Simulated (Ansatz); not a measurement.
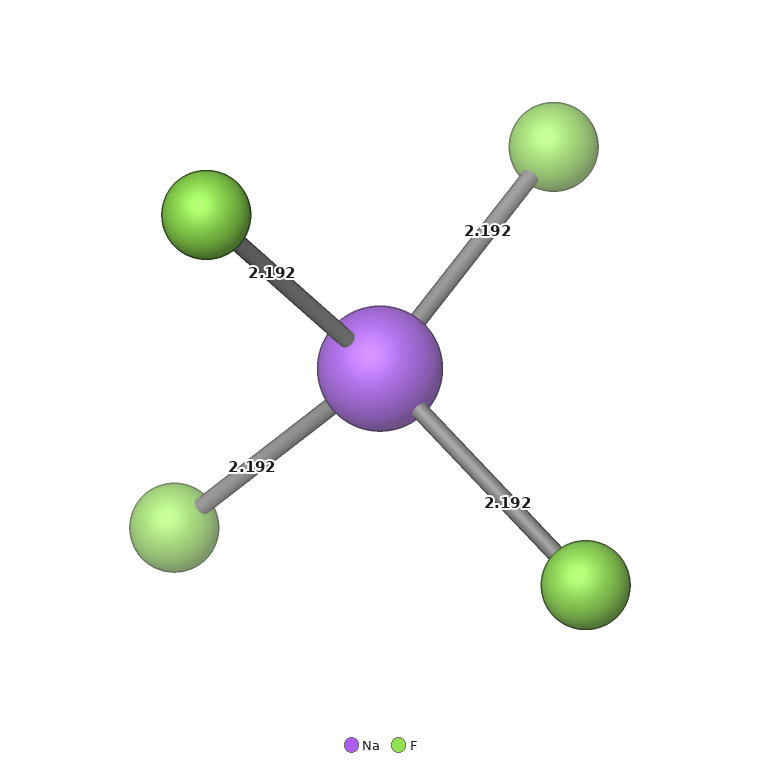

The surroundings of site Na1 (at 0.000, 0.000, 0.000) in NaF in space group F-43m, with bond lengths in Å.

Origin of the cell: the end point of a relaxation with Ansatz, DFT, r2SCAN, plane waves, PAW; the starting structure was generated, so it need not be a known form of this composition.

```
Na F
1.0
     5.06252    0.00000    0.00000
     0.00000    5.06252    0.00000
     0.00000    0.00000    5.06252
Na F
4 4
Cartesian
  0.0000 0.0000 0.0000
  0.0000 2.5313 2.5313
  2.5313 0.0000 2.5313
  2.5313 2.5313 0.0000
  1.2656 1.2656 3.7969
  1.2656 3.7969 1.2656
  3.7969 1.2656 1.2656
  3.7969 3.7969 3.7969
```

Bond valence s = exp((R0 − d)/b), R0 fitted to published crystal structures with b = 0.37 Å; R0 in Å: Na+–F 1.649.

**Calculate the bond-valence sum of Na1 from the bonds drawn.**

4 × 0.230 = 0.92 v.u., against a formal valence of 1: a close match.

**And over the whole structure?**

```
site              x, y, z  formal valence  bond-valence sum  difference
 Na1  0.000, 0.000, 0.000              +1              0.93       -0.07
  F1  0.250, 0.250, 0.750              −1              0.93       -0.07
```

These sums include all anions within 5 Å. The global instability index (root mean square of the differences over all atoms) is 0.07 v.u.: little strain.
